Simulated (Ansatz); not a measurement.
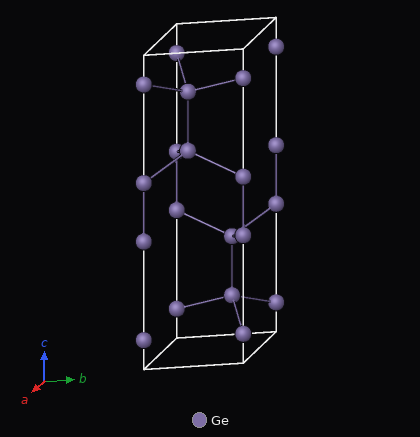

Ge, space group P6_3/mmc (No. 194), a = 4.004 Å, b = 4.004 Å, c = 13.145 Å, α = 90.00°, β = 90.00°, γ = 120.00°

```csv
site,Wyckoff,x,y,z
Ge1,4e,0.0000,0.0000,0.4068
Ge2,4f,0.3333,0.6667,0.3441
```

Origin: the geometry relaxed with DFT PBEsol, scalar-relativistic, plane waves, PAW (Ansatz).

Q: How is the cell volume shared among the sites in a plain Voronoi partition?

A:
| site | faces above 1 % of the sphere | volume (Å³) | solid angle by neighbour (%) |
| --- | --- | --- | --- |
| Ge1 | 11 | 22.52 | Ge 100 |
| Ge2 | 10 | 23.11 | Ge 100 |

Weighted by multiplicity the volumes add up to the cell volume, 182.5 Å³.

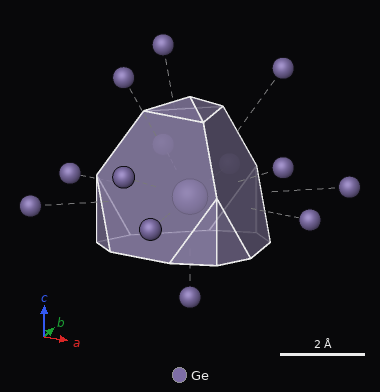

The computed Voronoi cell of Ge2, with the neighbours that bound it.
